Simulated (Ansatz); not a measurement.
CoSi2

```cif
data_structure
_symmetry_space_group_name_H-M 'P 1'
_symmetry_Int_Tables_number 1
_cell_length_a 3.6577
_cell_length_b 3.6577
_cell_length_c 5.7356
_cell_angle_alpha 90.000
_cell_angle_beta 90.000
_cell_angle_gamma 90.000
_cell_volume 76.73
loop_
_atom_site_label
_atom_site_type_symbol
_atom_site_fract_x
_atom_site_fract_y
_atom_site_fract_z
_atom_site_occupancy
Co1 Co 0.00000 0.00000 0.00000 1
Co2 Co 0.50000 0.50000 0.50000 1
Si1 Si 0.00000 0.50000 0.23470 1
Si2 Si 0.50000 0.00000 0.73470 1
Si3 Si 0.50000 0.00000 0.26530 1
Si4 Si 0.00000 0.50000 0.76530 1
```

Space group Immm; a point of a scan over the structure, not its minimum; changed on purpose from its base cell (mode 6 frozen in at -0.082 Å, strain +e along z and -e/2 along x and y +0.0700); not relaxed (largest force 0.7 eV/Å); computed pressure about 2 GPa in this cell; computed without spin polarisation; PAW files of the earlier set (soft_1).

Method: DFT PBE, scalar-relativistic, plane waves, PAW in Ansatz.

Question: What will maps of the valence pseudo-density and electron localisation function show?

Answer: Co–Si (2.27 Å): ρ at the midpoint is about 0.53 e/Å³; the ELF peaks at about 0.75 in the valence shell of Si, 0.9 Å from its nucleus, and is about 0.50 at the midpoint.

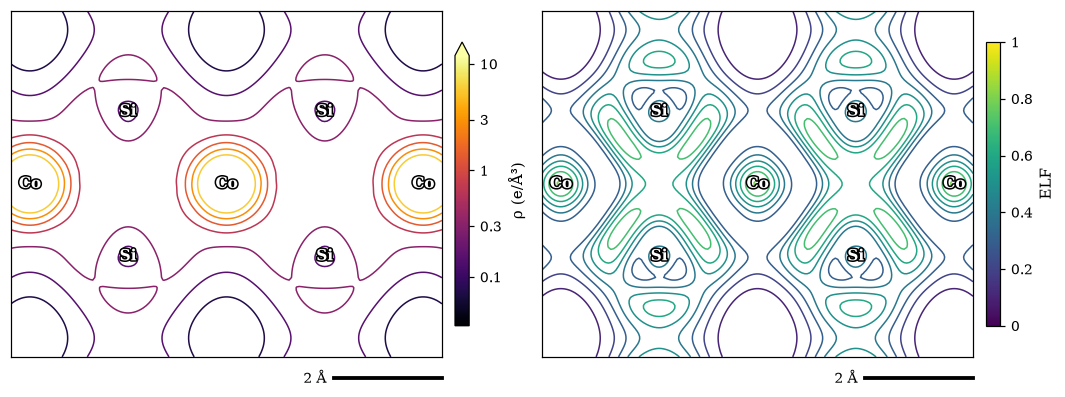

Computed valence pseudo-density and electron localisation function on the (100) plane of the conventional cell, in this order. 

The density is the valence pseudo-density of a PAW calculation; it isn't the true density close to the nuclei.
